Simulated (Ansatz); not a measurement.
Ge

Input

```
crystal:
  lattice:
    - [4.0504045371, 0.0, 0.0]
    - [-2.0252022685, 3.5077532247, 0.0]
    - [0.0, 0.0, 10.993359]
  atoms:
    - { symbol: Ge, position: [0.6666666667, 0.3333333333, 0.414848] }
    - { symbol: Ge, position: [0.3333333333, 0.6666666667, 0.914848] }
    - { symbol: Ge, position: [0.0, 0.0, 0.477452] }
    - { symbol: Ge, position: [0.0, 0.0, 0.977452] }
hamiltonian:
  xc: pbe
  pseudopotentials: { kind: paw }
kpoints:
  mp_grid: { grid: [8, 8, 3] }
scf:
  occupations: { method: fermi_dirac, width: 0.05 }
output:
  forces: true
  stress: true
  eigenvalues: true
  write_density: true
  write_potential: true
  elf: true
  volumetric_format: npy
```

Launched as:

```sh
ansatz run input.yaml --threads 2 --pin off --max-ram 5120MiB --backend cpu --events-out ev --progress --plain --runs-dir out
```

Below, planes, directions and counts refer to the conventional cell (a = 4.05 Å, b = 4.05 Å, c = 10.99 Å, α = 90.00°, β = 90.00°, γ = 120.00°).

Space group P6₃mc; a structure from a database of computed crystals, not necessarily the ambient phase.

Method: Kohn-Sham DFT of a periodic cell, PBE, Ansatz PAW in Ansatz 0.2.0.

**Predict the electron localisation function between the atoms.**

Ge–Ge (2.44 Å): the ELF peaks at about 0.75 between the atoms.

**Metal or insulator at this level of theory?**

It is gapped, with a Kohn–Sham gap of 0.68 eV on the k-point mesh, an upper bound to the gap of this method.

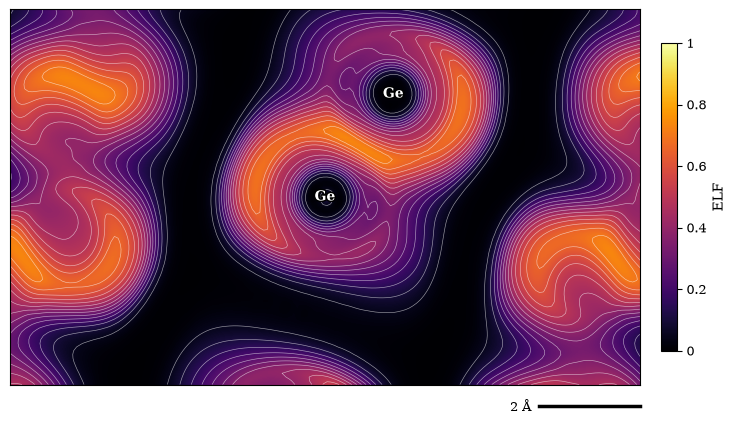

Computed electron localisation function on the (111) plane of the conventional cell. Atoms just off the plane (Ge, 0.9 Å away) can leave unmarked features too.

In a PAW calculation such maps are meaningful between the atoms, not at the nuclei.
